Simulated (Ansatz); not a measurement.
System: MgO, space group P-6m2 (No. 187).

Structure:
```yaml
crystal:
  lattice:
    - [2.93802, 0.00000, 0.00000]
    - [-1.46901, 2.54440, 0.00000]
    - [0.00000, 0.00000, 2.67968]
  atoms:
    - { symbol: Mg, position: [0.00000, 0.00000, 0.00000] }
    - { symbol: O, position: [0.33333, 0.66667, 0.50000] }
```

How it was computed, with Ansatz 0.2.0: homogeneous strain of a crystal along one Voigt pattern with engineering shear, fractional coordinates fixed, by plane-wave density functional theory with PAW datasets, free energies less that of the undisturbed cell; scalar-relativistic. Level: PBE, no spin polarisation.

- wave cutoff: 420 eV
- k mesh: 9×9×8
- occupations: Gaussian
- smearing width: 0.05 eV
- k shift: (0, 0, 0) (mesh steps)
- start: as given
- strain pattern: (0, 1, 0, 0, 0, 0) (xx yy zz yz xz xy with engineering shear)

Describe the result: the energy change and tensile stress summed over the strain pattern against strain. The strain takes the values −0.040, −0.030, −0.020, −0.010, 0.000, 0.010, 0.020, 0.030, 0.035, 0.040.

The energy rises on both sides of the starting structure, which is therefore a minimum along this path. The energy change is 16.95 meV/atom at strain −0.040 and 15.20 meV/atom at 0.040; the lowest computed point is at strain 0.000 (0.00 meV/atom), in a single well. The tensile stress summed over the strain pattern rises from −14.0 GPa at strain −0.040 to 11.7 GPa at 0.040, and changes sign near 0.000. The slope of stress against strain at the start, which at zero pressure is the clamped-ion constant C22, is 321 GPa.

```csv
strain,energy change (meV/atom),tensile stress summed over the strain pattern (GPa)
-0.040,16.95,-14.0
-0.030,9.36,-10.3
-0.020,4.06,-6.7
-0.010,0.98,-3.2
0.000,0.00,0.0
0.010,1.00,3.2
0.020,3.95,6.2
0.030,8.70,9.0
0.035,11.73,10.4
0.040,15.20,11.7
```

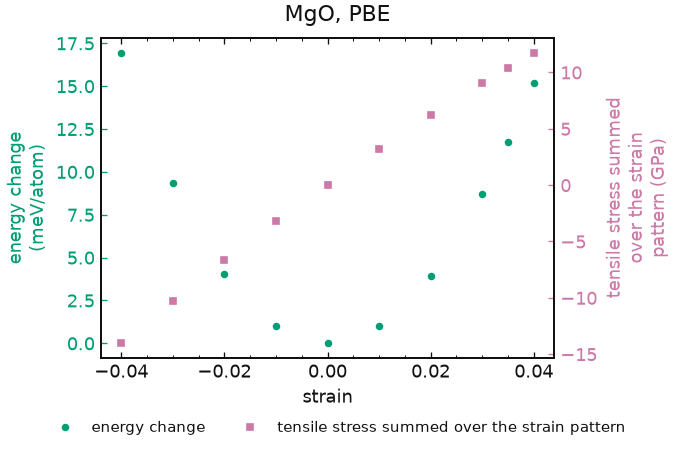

Limits of the calculation: odd k mesh can miss points on the zone edge; reference crystal is not relaxed.
